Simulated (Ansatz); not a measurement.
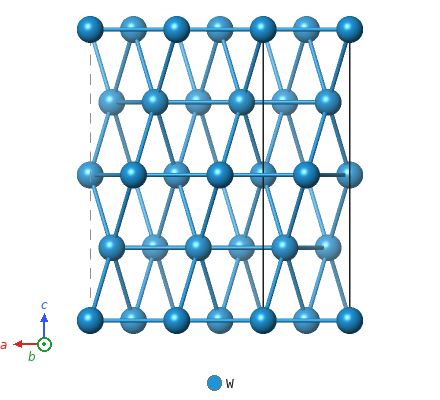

W (Fddd, No. 70): the end point of a relaxation with DFT PBE, scalar-relativistic, plane waves, PAW (Ansatz 0.2.0); the starting structure was generated, so it need not be a known form of this composition.

```cif
data_structure
_symmetry_space_group_name_H-M 'Fddd:1'
_symmetry_Int_Tables_number 70
_cell_length_a 2.6940
_cell_length_b 5.3962
_cell_length_c 9.0667
_cell_angle_alpha 90.000
_cell_angle_beta 90.000
_cell_angle_gamma 90.000
_cell_volume 131.81
loop_
_atom_site_label
_atom_site_type_symbol
_atom_site_symmetry_multiplicity
_atom_site_Wyckoff_symbol
_atom_site_fract_x
_atom_site_fract_y
_atom_site_fract_z
_atom_site_occupancy
W1 W 8 a 0.00000 0.00000 0.00000 1
```

> What will a map of the projected electrostatic potential along [010] show? Computed as the sum of neutral-atom potentials (tabulated electron scattering factors, B = 0.8 Å²) projected along the beam and smoothed by 0.25 Å; brighter is more positive.

The columns repeat on a centred rectangular net of 1.35 × 4.53 Å (plane group c2mm). All columns are alike (W). The shortest distance between visible columns is 1.35 Å in projection. Along the beam the structure repeats every 5.40 Å.

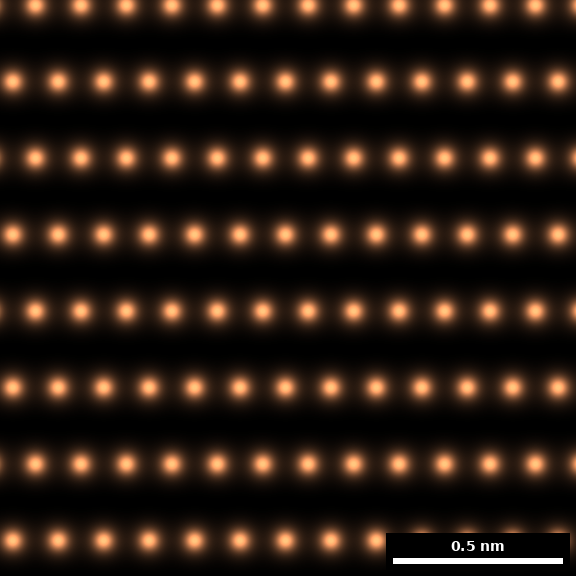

The simulated image.
